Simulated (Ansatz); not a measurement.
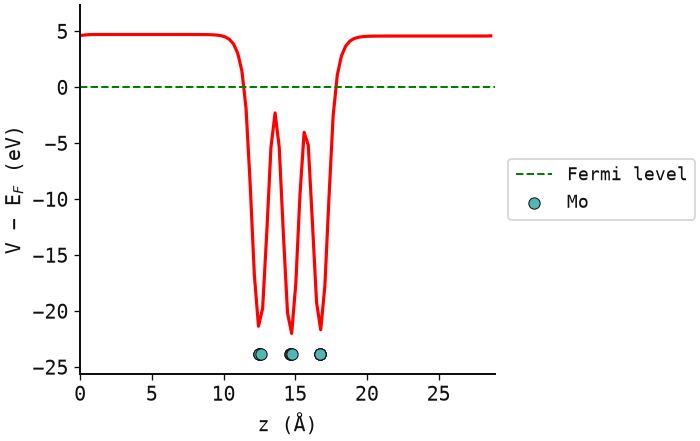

Plane-averaged electrostatic potential energy of an electron across the slab; circles at the bottom mark the heights of the atoms. System: Mo (slab), 18 atoms in the cell. Computed with Ansatz 0.2.0: DFT PBE, scalar-relativistic, plane waves, PAW, no spin polarisation, 7×5×1 k mesh, Gaussian smearing of 0.1 eV.

The work function is 4.58 eV at the right face and 4.71 eV at the left. The vacuum levels differ by 0.14 eV, so the slab carries a dipole along its normal. The outermost atoms are 4.3 Å apart, which leaves 24.6 Å of vacuum in a cell 28.9 Å high.

The atoms aren't at rest in this cell (largest force 1.2 eV/Å), so the relaxed material can differ.
